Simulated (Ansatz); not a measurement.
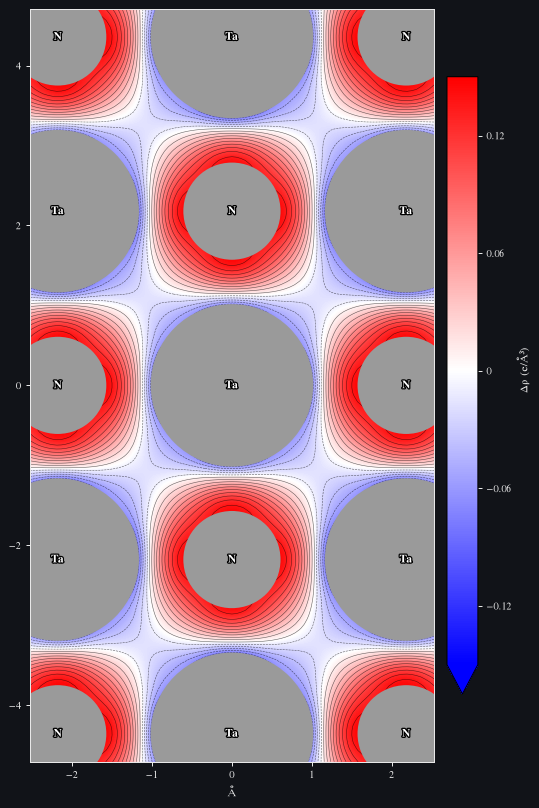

Figure 1: TaN. Density of the crystal less the sum of free-atom densities: a map on the (010) plane of the conventional cell, with grey discs over the atomic cores. Cores are masked to 1.0 Å (Ta) and 0.6 Å (N).

Space group Fm-3m; the calculation finds a residual pressure of about 15 GPa at this fixed cell. So large a residual pressure suggests that the database cell is idealised or belongs to other conditions.

These are results of DFT PBE, scalar-relativistic, plane waves, PAW (Ansatz), not measurements.

Core electrons are frozen (PAW), so the fields are smoothed inside the atomic spheres.

Read the map: where is density gained and where lost?

Answer. N–Ta (2.18 Å): Δρ is −0.02 e/Å³ at the midpoint (close to a masked core, so read it with care).
- Ta–Ta (3.08 Å): Δρ is −0.017 e/Å³ at the midpoint.
- Over the whole cell, outside the masked cores, the largest gain lies at the edge of the masked core of N, and the largest loss lies at the edge of the masked core of Ta.
- In all about 0.24 e an atom is rearranged against the free atoms.
- Bader charges: Ta +1.87 and N −1.87 e.
